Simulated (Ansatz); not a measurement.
B3N

The calculation's input:

```
crystal:
  lattice:
    - [3.4849459593, 0.0, 0.0]
    - [0.0, 4.4546575101, 0.0]
    - [0.0, 0.0, 3.4611184501]
  atoms:
    - { symbol: B, position: [0.5, 0.2879601392, 0.25] }
    - { symbol: B, position: [0.0, 0.3037977387, 0.75] }
    - { symbol: B, position: [0.2135775714, 0.0, 0.0] }
    - { symbol: B, position: [0.7864224286, 0.0, 0.5] }
    - { symbol: B, position: [0.0, 0.6962022613, 0.25] }
    - { symbol: B, position: [0.5, 0.7120398608, 0.75] }
    - { symbol: "N", position: [0.7450869303, 0.5, 0.0] }
    - { symbol: "N", position: [0.2549130697, 0.5, 0.5] }
basis:
  ecutwfc: 420
kpoints:
  mp_grid: { grid: [10, 8, 10] }
  band_path:
    path:
      - [[0.0, 0.0, 0.0], [0.5, 0.0, 0.0], [0.5, 0.5, 0.0], [0.0, 0.5, 0.0], [0.0, 0.0, 0.0], [0.0, 0.0, 0.5], [0.5, 0.0, 0.5], [0.5, 0.5, 0.5], [0.0, 0.5, 0.5], [0.0, 0.0, 0.5]]
      - [[0.5, 0.0, 0.0], [0.5, 0.0, 0.5]]
      - [[0.0, 0.5, 0.0], [0.0, 0.5, 0.5]]
      - [[0.5, 0.5, 0.0], [0.5, 0.5, 0.5]]
    npoints: 14
hamiltonian:
  xc: pbe
scf:
  occupations: { method: gaussian, width: 0.1 }
  n_extra_bands: 20
output:
  forces: true
  stress: true
  eigenvalues: true
  populations: true
  dos: { projected: true, de: 0.02, nscf_kmesh: { grid: [12, 10, 12] } }
  bader: true
  write_density: true
  write_potential: true
  elf: true
  volumetric_format: npy
```

Run with:

```sh
ansatz run input.yaml --threads 1 --pin off --max-ram 2560MiB --backend cpu --events-out ev --progress --plain --runs-dir out
```

Below, planes, directions and counts refer to the conventional cell (a = 3.48 Å, b = 4.45 Å, c = 3.46 Å, α = 90.00°, β = 90.00°, γ = 90.00°).

Space group P222₁; a generated structure, not necessarily the stable one.

Theory: Ansatz, DFT PBE, scalar-relativistic, plane waves, PAW.

The density is the valence pseudo-density of a PAW calculation; it isn't the true density close to the nuclei.

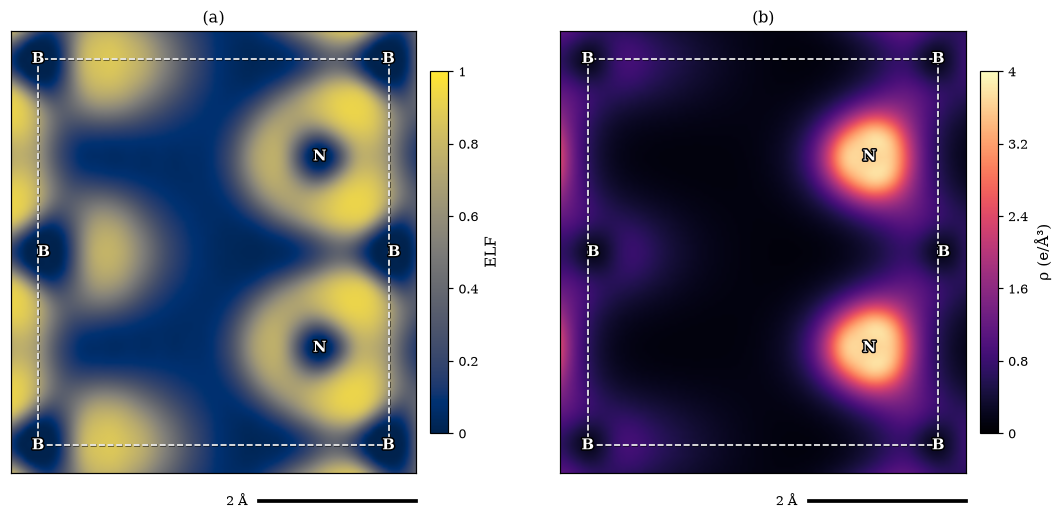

Figure 1. (a) ELF; (b) valence pseudo-density on the (101̄) plane of the conventional cell.

What does the map show?

The plane passes through B and N nuclei. B–N (1.52 Å): ρ is about 1.6 e/Å³ halfway; the ELF peaks at about 0.90 between the atoms. Between the atoms the lowest density in this plane is 0.09 e/Å³.

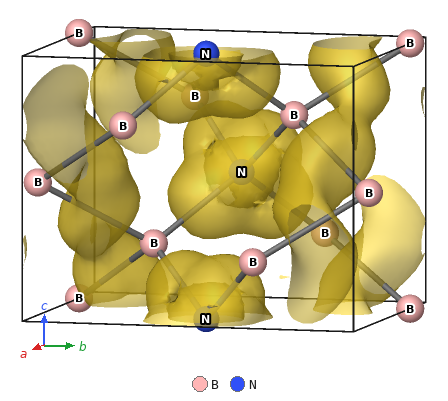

Figure 2. Isosurface of the ELF at 0.7 (yellow), seen slightly off an axis. Only the valence region is drawn (cores and ρ < 0.01 e/Å³ removed). Sticks mark near contacts.

What do the ELF domains correspond to?

At this value the surface marks out two regions on N in which the atom's valence shell and bonds are merged and channels that run through the cell in one direction, counted in one cell of 8 atoms. Any copies at cell faces, edges or corners count once. Profiles from the grid: B–B (1.77 Å): the ELF peaks at about 0.90 between the atoms.

Metal or insulator at this level of theory?

It is gapless in this calculation (a metal or semimetal).

What Bader charges does the calculation give?

Electrons move from B towards N. Bader charges: B −0.13 to +1.20 and N −2.25 e.
